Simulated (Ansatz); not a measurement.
```xyz
3
Lattice="3.2855 0.0000 0.0000 -1.6428 2.8453 0.0000 0.0000 0.0000 32.7375" Properties=species:S:1:pos:R:3 pbc="T T T"
Se    0.0000    1.8969   14.6841
W     1.6428    0.9484   16.3687
Se    0.0000    1.8969   18.0534
```

The calculation used DFT PBE+D3(BJ), scalar-relativistic, plane waves, PAW in Ansatz.

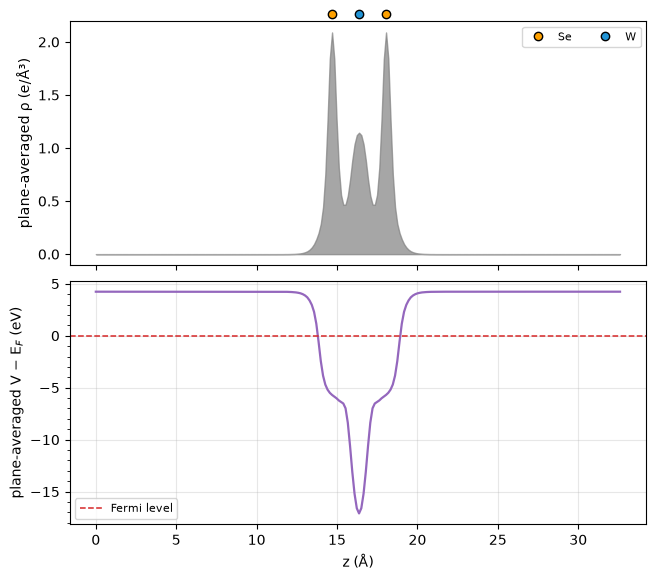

WSe2 (slab). Plane average of the electrostatic potential energy of an electron and of the valence pseudo-density across the slab. Circles mark the heights of the atoms.

Core electrons are frozen (PAW), and the valence fields are smoothed inside the atomic spheres.

### How far above the Fermi level of the calculation is the vacuum level?

4.2 eV. The slab has a gap, so the Fermi level lies inside it and this isn't a work function in the metallic sense.

### What are the slab's thickness and the vacuum gap?

The outermost nuclei are 3.4 Å apart, in 3 atomic planes; the vacuum between periodic images is 29.4 Å wide.
